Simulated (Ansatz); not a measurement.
Consider Sn.

```xyz
2
Lattice="-1.8724 1.8724 1.8724 1.8724 -1.8724 1.8724 3.7448 3.7448 0.0000" Properties=species:S:1:pos:R:3 pbc="T T T"
Sn    0.0000    0.0000    0.0000
Sn    1.8724    1.8724    1.8724
```

Space group Im-3m; a structure from a database of computed crystals, not necessarily the ambient phase.

All numbers below come from DFT PBEsol, scalar-relativistic, plane waves, PAW (Ansatz 0.2.0).

Q: Predict the valence pseudo-density and electron localisation function between the atoms.

A: Sn–Sn (3.24 Å): ρ at the midpoint is about 0.17 e/Å³; the ELF is about 0.35 at the midpoint.

Q: Metal or insulator at this level of theory?

A: It is metallic or semimetallic at this level of theory: no gap opens.

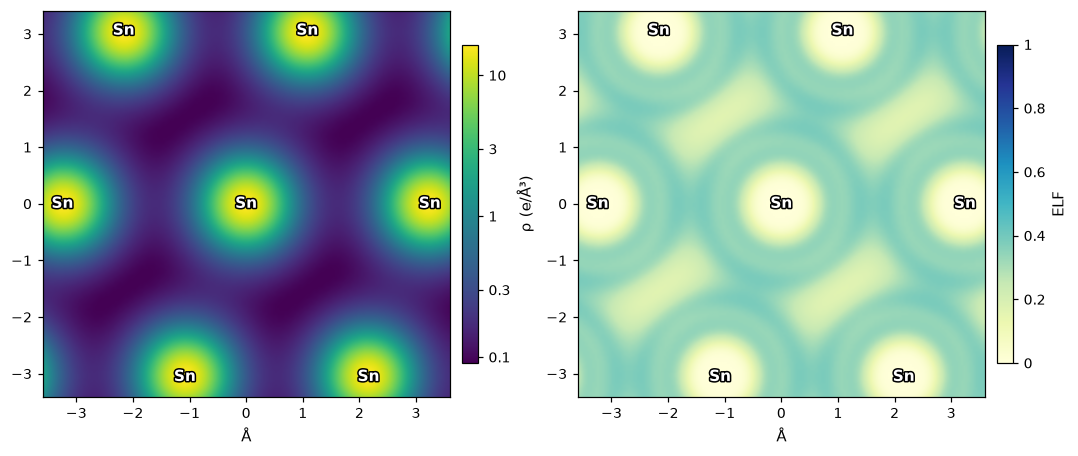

Computed valence pseudo-density and electron localisation function on the (101) plane of the calculation cell, in this order. 

The density is the valence pseudo-density of a PAW calculation; it isn't the true density close to the nuclei.
